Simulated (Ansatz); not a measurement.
CsI

Input

```
crystal:
  lattice:
    - [4.5667, 0.0, 0.0]
    - [0.0, 4.5667, 0.0]
    - [0.0, 0.0, 4.5667]
  atoms:
    - { symbol: Cs, position: [0.0, 0.0, 0.0] }
    - { symbol: I, position: [0.5, 0.5, 0.5] }
hamiltonian:
  xc: pbe0
  pseudopotentials: { kind: paw }
kpoints:
  mp_grid: { grid: [3, 3, 3] }
  band_path:
    path:
      - [[0.0, 0.0, 0.0], [0.0, 0.5, 0.0], [0.5, 0.5, 0.0], [0.0, 0.0, 0.0], [0.5, 0.5, 0.5], [0.0, 0.5, 0.0]]
      - [[0.5, 0.5, 0.0], [0.5, 0.5, 0.5]]
    npoints: 4
scf:
  occupations: { method: fermi_dirac, width: 0.05 }
  n_extra_bands: 6
output:
  forces: true
  stress: true
  eigenvalues: true
  fatbands: false
  write_density: true
  write_potential: true
  elf: true
  volumetric_format: npy
```

Run with:

```sh
ansatz run input.yaml --threads 2 --pin off --max-ram 5632MiB --backend cpu --events-out ev --progress --plain --runs-dir out
```

Below, planes, directions and counts refer to the conventional cell (a = 4.57 Å, b = 4.57 Å, c = 4.57 Å, α = 90.00°, β = 90.00°, γ = 90.00°).

Space group Pm-3m.

Theory: Kohn-Sham DFT of a periodic cell, PBE0, Ansatz PAW (Ansatz).

In a PAW calculation such maps are meaningful between the atoms, not at the nuclei.

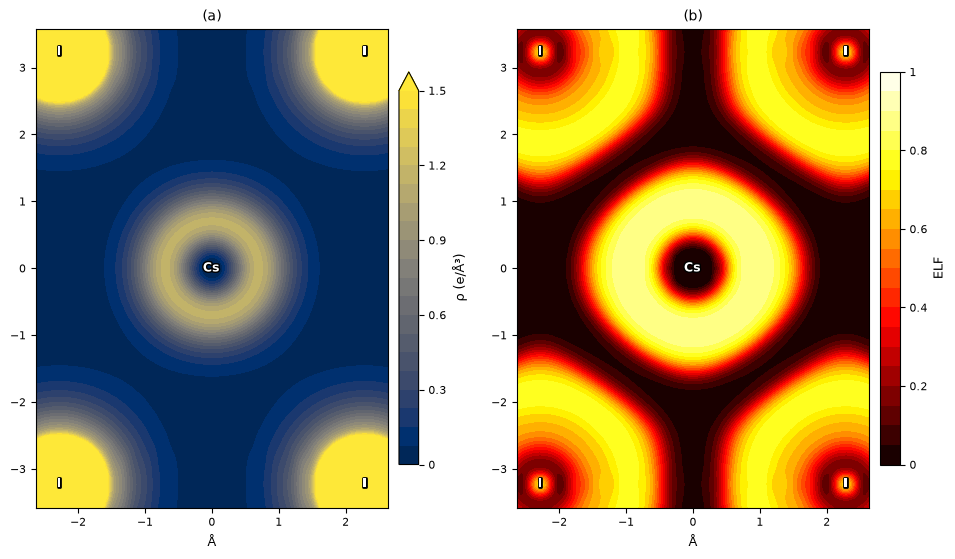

Figure 1. (a) valence electron density; (b) electron localisation function on the (011̄) plane of the conventional cell.

> What does the map show?

The plane passes through Cs and I nuclei. Cs–I (3.95 Å): ρ is about 0.06 e/Å³ halfway; the ELF peaks at about 0.80 in the valence shell of I, 1.3 Å from its nucleus, and drops to about 0.05 between the two atoms: an ionic contact with no shared pair. Between the atoms the lowest density in this plane is 0.01 e/Å³. The features right at Cs lie inside the PAW spheres, where the map follows smoothed inner orbitals and isn't to be read closely.

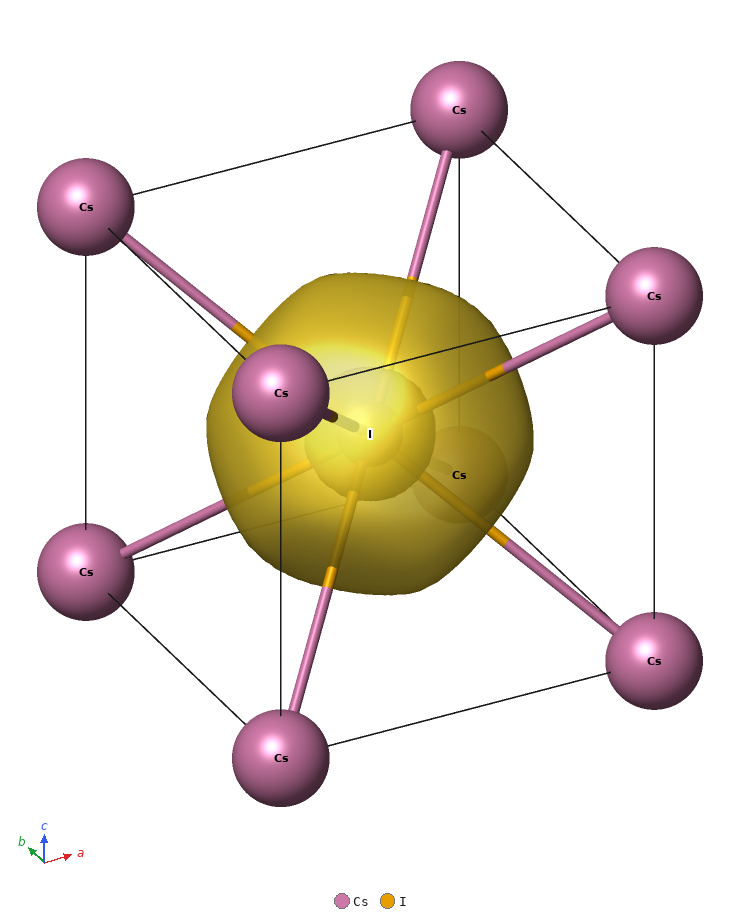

Figure 2. Isosurface of the ELF at 0.55 (yellow), seen at an oblique angle. Only the valence region is drawn (cores and ρ < 0.01 e/Å³ removed). Sticks mark near contacts.

> Describe the localisation domains.

At this value the surface marks out one region wrapped around I (its valence shell), counted in one cell of 2 atoms. Regions shared between cells count once.

> Does the calculation give a band gap?

It is gapped, with a Kohn–Sham gap of 5.7 eV on the k-point mesh (the band edges may lie off the mesh, which would make the gap smaller).
